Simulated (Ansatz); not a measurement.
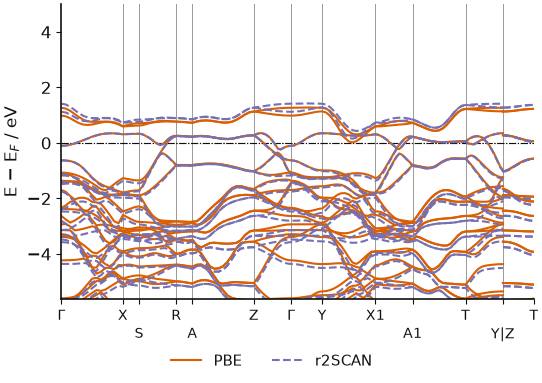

Band structures of CuO₂, space group Cmcm (No. 63), 6 atoms in the primitive cell (a = 5.40 Å, b = 5.40 Å, c = 4.34 Å, α = 90.00°, β = 90.00°, γ = 149.66°), by two methods on the same cell. Each is counted from its own Fermi level.

Q: What changes from one method to the other?

A: Both give a metal. Levels within 1 eV of the Fermi level in either run differ by 0.05 eV on average and by 0.14 eV at most (between Γ and X). Filled levels 1 to 5 eV under it lie 0.13 eV deeper on average in r2SCAN than in PBE.

Settings. PBE: Ansatz PAW, no spin polarisation, no spin-orbit coupling, 10×10×6 k mesh, 420 eV cutoff, Fermi-Dirac smearing of 0.05 eV (Ansatz 0.2.0). r2SCAN: Ansatz PAW, no spin polarisation, no spin-orbit coupling, 10×10×6 k mesh, 500 eV cutoff, Fermi-Dirac smearing of 0.05 eV (Ansatz 0.2.0).

In reduced coordinates of the cell that was run, X is (0.268, 0.268, 0), S is (0, 0.5, 0), R is (0, 0.5, 0.5), A is (0.268, 0.268, 0.5), Z is (0, 0, 0.5), Y is (−0.5, 0.5, 0), X1 is (−0.268, 0.732, 0), A1 is (−0.268, 0.732, 0.5) and T is (−0.5, 0.5, 0.5). Bands are joined in order of energy. The cell is at −2 GPa in PBE and −9 GPa in r2SCAN. The run has no spin polarisation, though such a crystal can be magnetic. Semilocal functionals often make such compounds metallic where correlation or magnetic order opens a gap, which also shifts bond lengths. The k mesh is thin for a metal, so its Fermi level is uncertain. The cell comes from a database of computed structures, and whether it is the stable form of this composition wasn't checked. r2SCAN: the PAW data sets were made with another functional.
